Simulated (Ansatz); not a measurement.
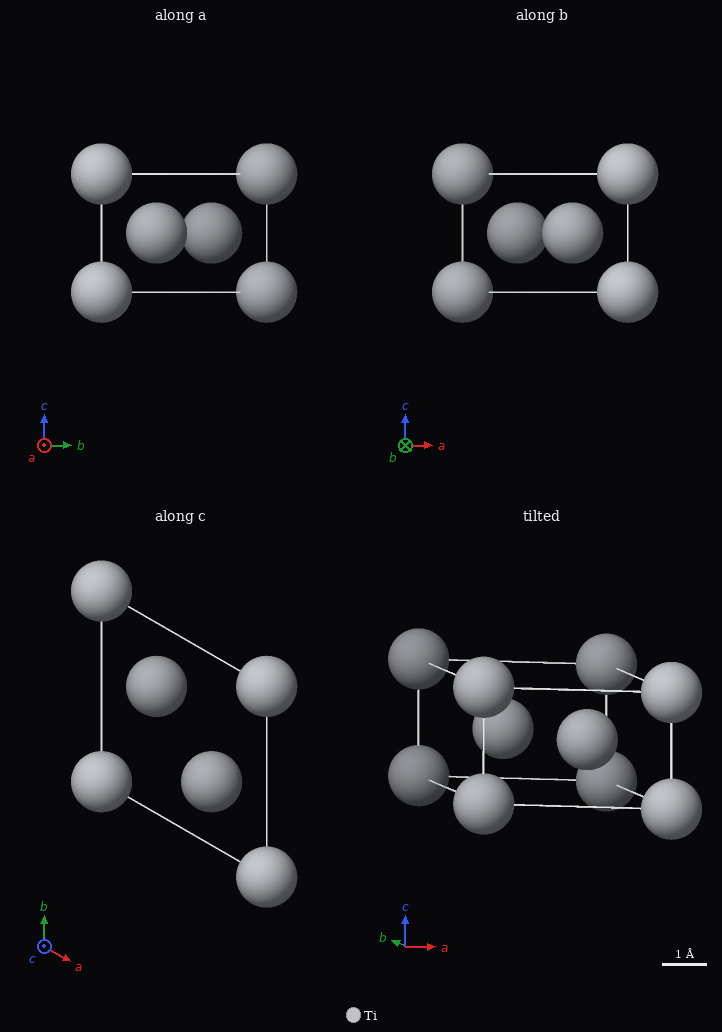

Shown here is a spheres-only view of the crystal, taken along the a axis, along the b axis, along the c axis and slightly off an axis. Lines trace the edges of the conventional unit cell.

Lattice parameters: a = 4.3923 Å, b = 4.3923 Å, c = 2.7224 Å, α = 90.000°, β = 90.000°, γ = 120.000°.

> Convert the drawing into a CIF in P1 with every atom of the cell.

```cif
data_structure
_symmetry_space_group_name_H-M 'P 1'
_symmetry_Int_Tables_number 1
_cell_length_a 4.3923
_cell_length_b 4.3923
_cell_length_c 2.7224
_cell_angle_alpha 90.000
_cell_angle_beta 90.000
_cell_angle_gamma 120.000
_cell_volume 45.48
loop_
_atom_site_label
_atom_site_type_symbol
_atom_site_fract_x
_atom_site_fract_y
_atom_site_fract_z
_atom_site_occupancy
Ti1 Ti 0.0000 0.0000 0.0000 1
Ti2 Ti 0.3333 0.6667 0.5000 1
Ti3 Ti 0.6667 0.3333 0.5000 1
```

Starting structure: a structure type filled with this element by a generator (whether the element takes this form wasn't checked). Earlier steps of the study may have refined or changed the cell and positions. It went into a calculation with Ansatz.

At this level of theory the cell isn't at rest (compressed, at 12 GPa), so its distances can differ from those at equilibrium, the more so the softer the solid.
